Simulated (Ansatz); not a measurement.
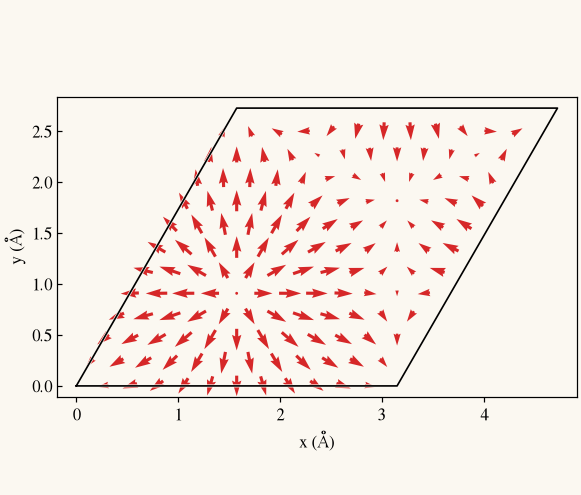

MoS₂ (P-6m2, No. 187; 6 atoms in the cell). Gamma surface: rigid slide across a plane, one fault a cell; the plane is (0 0 1) of the conventional cell, and the faces at the cut hold S and Mo. Places are given modulo a cell vector. The map is drawn in real space over the plane of the slide. Nothing is relaxed (rigid halves, spacing across the cut fixed). Grid: 12 × 12 points; 31 points were computed and 113 follow by symmetry. The band gap closes in part of the range. These are results of DFT PBE+D3(BJ), scalar-relativistic, plane waves, PAW in Ansatz, not measurements. Settings: cutoff 420 eV, k-mesh 10×10×2 in the order of the run's cell vectors, gaussian smearing 0.05 eV, no spin polarisation.

The picture shows arrows along the force (downhill), their lengths compressed, the outline of one cell of the plane.

Question: The arrows alone are given. Where are the wells?

Answer: The arrows converge at (0/12, 0/12) of the cell vectors; (8/12, 8/12) of the cell vectors (1.5 J/m² up) (read from the interpolated surface).

The energy map of the same scan:

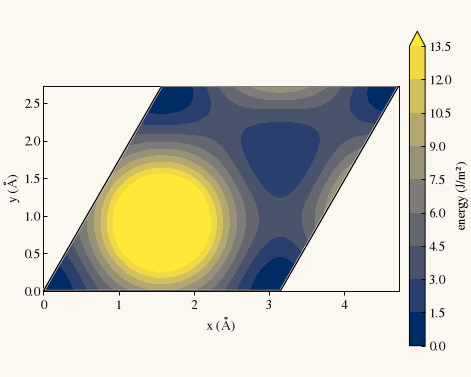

Energies are in J/m², from the lowest grid point; between grid points the surface is interpolated.

PAW datasets: the set soft_1.
